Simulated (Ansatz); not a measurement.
PbO

```
Pb O
1.0
     3.73594    0.00000    0.00000
     0.00000    4.21286    0.00000
     0.00000    0.00000    5.02200
Pb O
2 2
Cartesian
  0.0000 2.1064 1.1807
  1.8680 0.0000 3.8413
  0.0000 0.0000 0.0000
  1.8680 2.1064 0.0000
```

Space group Pmmn; changed on purpose from its base cell (strain -0.0600 x Voigt [1, -1, 0, 0, 0, 0], atoms carried along); not relaxed (largest force 1.1 eV/Å); computed pressure about 6 GPa in this cell.

These are results of DFT PBE, scalar-relativistic, plane waves, PAW (Ansatz 0.2.0), not measurements.

The density is the valence pseudo-density of a PAW calculation; it isn't the true density close to the nuclei.

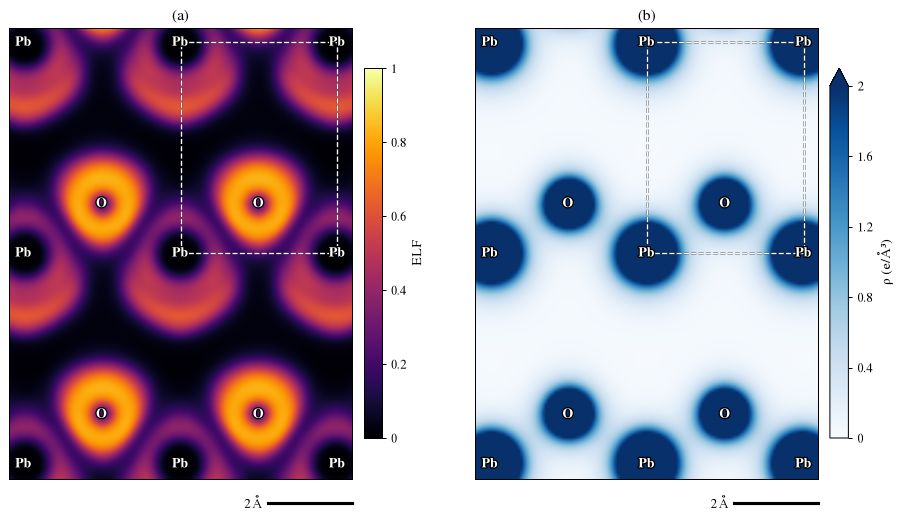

Figure 1. (a) electron localisation function; (b) valence charge density (pseudo) on the (010) plane of the conventional cell.

Describe what can be read from this map.

Atoms in the plane: Pb and O. Pb–O (2.21 Å): ρ at the midpoint is about 0.57 e/Å³; the ELF peaks at about 0.80 in the valence shell of O, 0.6 Å from its nucleus, and drops to about 0.20 between the two atoms. Between the atoms the lowest density in this plane is 0.01 e/Å³.

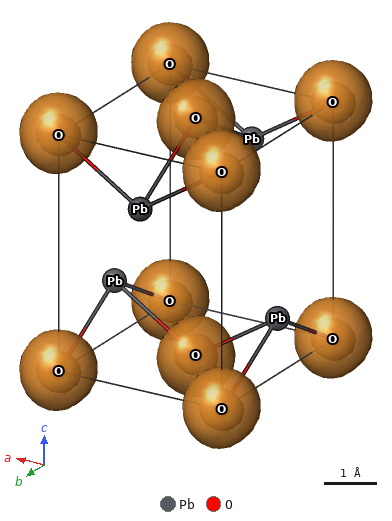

Figure 2. Isosurface of the ELF at 0.75 (orange), seen at an oblique angle. Core shells and regions of very low density are left out. Sticks mark near contacts.

Identify the bonds, lone pairs and shells in this picture.

The ELF exceeds this value in two regions wrapped around O (the valence shell of each), counted in one cell of 4 atoms. Regions shared between cells count once. Profiles from the grid: Pb–O (2.41 Å): the ELF is about 0.15 at the midpoint (no shared electron pair shows on this line).

Does the calculation make it a metal, or give it a gap?

It is gapped, with a Kohn–Sham gap of 1.2 eV on the k-point mesh (the band edges may lie off the mesh, which would make the gap smaller).
